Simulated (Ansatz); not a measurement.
## Electronic structure of SrO in real space

Input file:

```
crystal:
  lattice:
    - [-0.0687971287, 2.5110951978, 2.5110951978]
    - [2.5110951978, -0.0687971287, 2.5110951978]
    - [2.5110951978, 2.5110951978, -0.0687971287]
  atoms:
    - { symbol: Sr, position: [0.0, 0.0, 0.0] }
    - { symbol: O, position: [0.5, 0.5, 0.5] }
kpoints:
  mp_grid: { grid: [6, 6, 6] }
  band_path:
    path:
      - [0.0, 0.0, 0.0]
      - [0.5, 0.0, 0.5]
      - [0.625, 0.25, 0.625]
      - [0.375, 0.375, 0.75]
      - [0.5, 0.5, 0.5]
      - [0.5, 0.25, 0.75]
      - [0.0, 0.5, 0.5]
    npoints: 1
hamiltonian:
  xc: hse06
scf:
  occupations: { method: fixed }
  n_extra_bands: 4
output:
  forces: true
  stress: true
  eigenvalues: true
  write_density: true
  write_potential: true
  elf: true
  volumetric_format: npy
```

Command:

```sh
ansatz run input.yaml --threads 2 --pin off --max-ram 2211MiB --backend cpu --events-out ev --progress --plain --runs-dir out
```

Below, planes, directions and counts refer to the conventional cell (a = 3.65 Å, b = 3.65 Å, c = 8.58 Å, α = 90.00°, β = 90.00°, γ = 120.00°).

Space group R-3m; started from the rocksalt prototype, which need not be the ambient phase; changed on purpose from its base cell (shear 111 strain -4.0%); computed pressure about 4 GPa in this cell.

Method: Ansatz 0.2.0, DFT, HSE06, plane waves, PAW.

In a PAW calculation such maps are meaningful between the atoms, not at the nuclei.

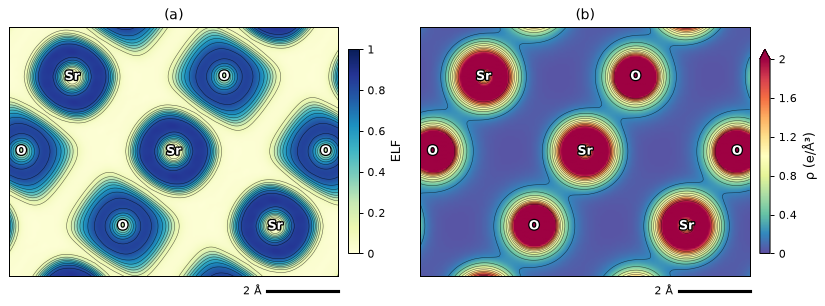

Figure 1. (a) electron localisation function; (b) valence electron density on the (110) plane of the conventional cell.

Interpret the plot.

Answer.
- The section cuts through Sr and O sites.
- Sr–O (2.55 Å): the density is about 0.25 e/Å³ at the midpoint; the ELF is about 0.10 at the midpoint; a closed-shell, largely ionic contact.
- Between the atoms the lowest density in this plane is 0.03 e/Å³.
- The features right at Sr lie inside the PAW spheres, where the map follows smoothed inner orbitals and isn't to be read closely.

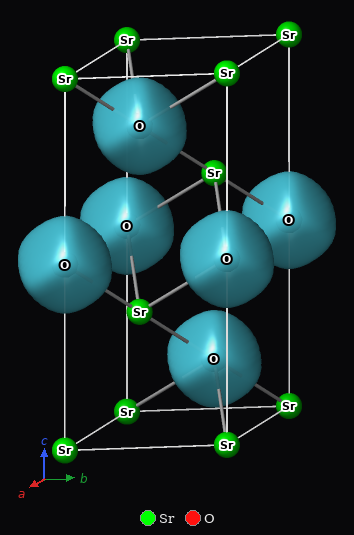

Figure 2. Isosurface of the electron localisation function at 0.6 (cyan), seen slightly off an axis. Core shells and regions of very low density are left out. Sticks mark near contacts.

Describe the localisation domains.

Answer. The surface consists of three regions wrapped around O (the valence shell of each), counted in one cell of 6 atoms. Regions shared between cells count once.

Does the calculation make it a metal, or give it a gap?

Answer. It is gapped, with a Kohn–Sham gap of 4.7 eV on the k-point mesh, an upper bound to the gap of this method.
